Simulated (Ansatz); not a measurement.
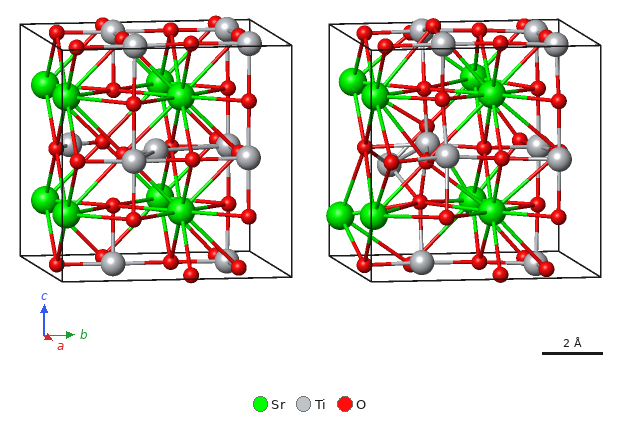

Two geometries of a defect cell of composition Sr₈Ti₉O₂₄, drawn at one scale. One is the start of a relaxation, the other its converged end. A ball-and-stick model of the cell of the calculation (origin shifted), seen slightly off an axis.

Method: DFT, PBEsol, PAW, plane waves in Ansatz. (plane-wave cutoff 420 eV; k-point mesh 1 × 1 × 1; mesh shifted by (0.25, 0.25, 0.25); no spin polarisation; atoms relaxed in a fixed cell; force threshold 0.03 eV/Å; at most 80 steps)

> Which geometry has the lower energy?

The right one is the relaxed one. After 23 accepted moves (27 points after the start) the energy has fallen by 29.983 eV per cell of the calculation. The largest force component goes from 25 to 0.023 eV/Å. The line search rejected the trial steps at points 14, 18, 22, 26 of the run. The largest move is that of a Ti atom, 1.53 Å along [−1 −1 0]. By element the largest moves are Ti 1.53 Å, O 0.72 Å, Sr 0.70 Å. The cell stays as it was. Some distances before and after: O–Ti 3.501 → 2.017 Å, O–Sr 2.738 → 4.156 Å, Sr–Ti 4.866 → 3.528 Å, O–Ti 3.430 → 2.133 Å. New bonds form: O–Ti (2.59 → 1.90 Å), O–Ti (2.61 → 2.00 Å), O–Ti (2.62 → 2.11 Å), O–Ti (2.73 → 2.02 Å). Bonds break: O–Sr (2.74 → 4.16 Å). Bond angles that change, for instance: O–Ti–O 150.2° → 94.7°, O–Ti–O 149.0° → 96.8°, Sr–O–Ti 127.2° → 179.0°.

Limits of the set-up: the periodic images lie only 7.8 Å apart, so the values are limited by the cell's size.
